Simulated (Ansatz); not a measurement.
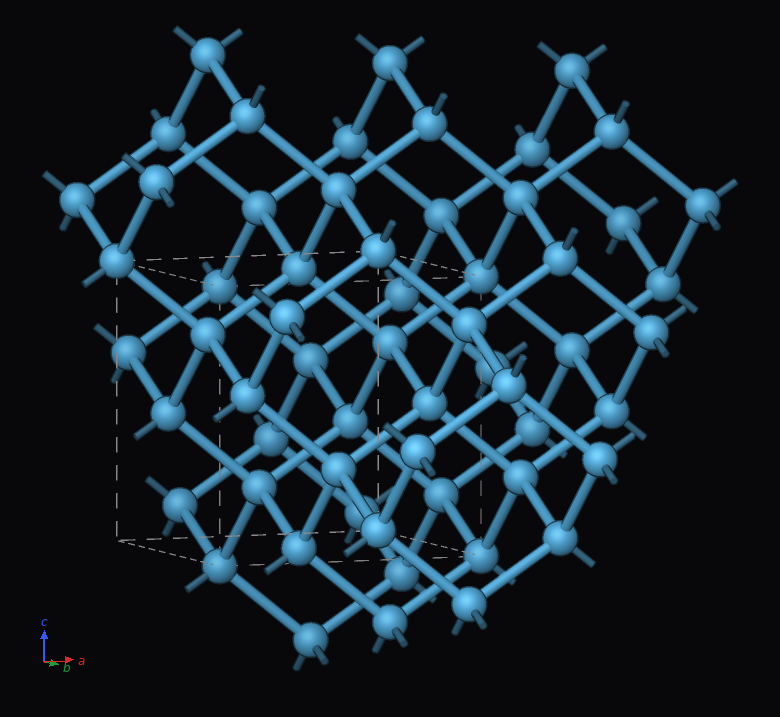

A cut-out of a periodic net derived from a crystal structure. Nodes are coloured by topological kind. Edges to nodes outside the piece are drawn as stubs.

> What net is this?

A uninodal 4-connected, three-periodic net. It is the dia net, known from diamond, zinc blende and cristobalite.

> Give point symbol and coordination sequence.

6⁶, sequence 4, 12, 24, 42, 64.

Origin of the net. The compound is InAs (space group F-43m, No. 216), taken as coordinates from a relaxation with DFT PBEsol, scalar-relativistic, plane waves, PAW in Ansatz 0.2.0. Bonds are taken as As–In below 3 Å. Atoms with one bond or none are removed and atoms with two bonds are replaced by edges, until no such atom is left. In and As are 4-connected nodes.
